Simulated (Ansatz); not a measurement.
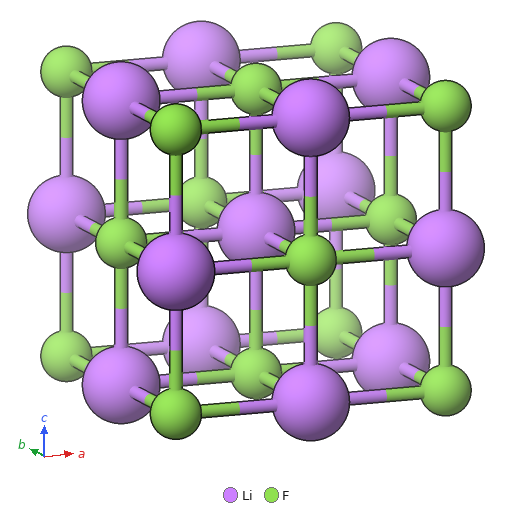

System: LiF, space group Fm-3m (No. 225) (cell built by us, not taken from a database). The picture shows the conventional cell.

The given structure:
```yaml
crystal:
  lattice:
    - [0.00000, 2.03422, 2.03422]
    - [2.03422, 0.00000, 2.03422]
    - [2.03422, 2.03422, 0.00000]
  atoms:
    - { symbol: Li, position: [0.50000, 0.50000, 0.50000] }
    - { symbol: F, position: [0.00000, 0.00000, 0.00000] }
```

Method: third-order Birch-Murnaghan fit to density functional energies at scaled volumes of the given relaxed cell, shape and atoms relaxed at each volume; energies count from the fitted minimum; plane waves with PAW datasets, Γ-centred k mesh (Ansatz 0.2.0). Level: PBE, no spin polarisation.

wave cutoff 420 eV; k mesh 10×10×10; occupations Gaussian; smearing width 0.02 eV.

Describe the result: the energy above the minimum, pressure and gap on the k mesh against volume. The volume takes the values 7.408, 7.660, 7.913, 8.165, 8.418, 8.670, 8.923, 9.259 Å³/atom.

A third-order Birch–Murnaghan fit gives V0 = 8.41 Å³/atom, B0 = 67.2 GPa and B′ = 4.2. The energy above the minimum is 31.5 meV/atom at volume 7.408 Å³/atom and 15.1 meV/atom at 9.259 Å³/atom; the lowest computed point is at volume 8.418 Å³/atom (0.0 meV/atom). The pressure falls from 11.17 GPa at volume 7.408 Å³/atom to −5.27 GPa at 9.259 Å³/atom, and changes sign near 8.42 Å³/atom. The gap on the k mesh stays open and runs from 10.013 eV at volume 7.408 Å³/atom to 8.059 eV at 9.259 Å³/atom.

```
volume (Å³/atom)  energy above the minimum (meV/atom)  pressure (GPa)  gap on the k mesh (eV)
           7.408                                 31.5           11.17                  10.013
           7.660                                 16.7            7.68                   9.684
           7.913                                  7.0            4.70                   9.378
           8.165                                  1.6            2.16                   9.093
           8.418                                  0.0           -0.02                   8.828
           8.670                                  1.6           -1.89                   8.579
           8.923                                  5.8           -3.49                   8.347
           9.259                                 15.1           -5.27                   8.059
```

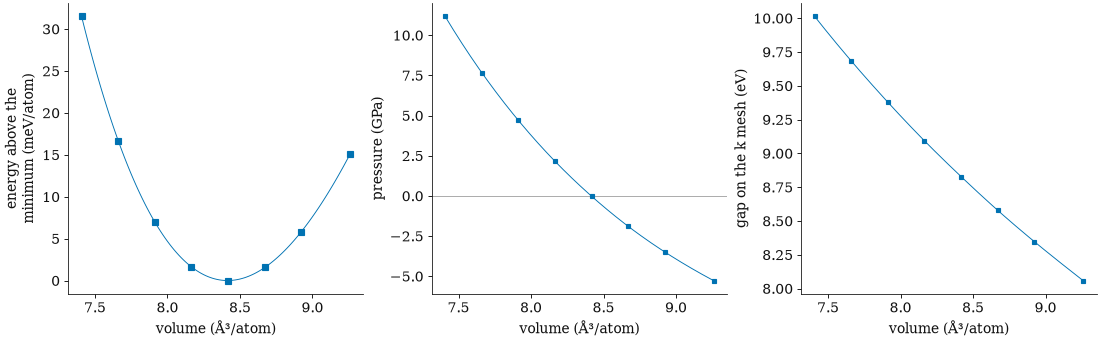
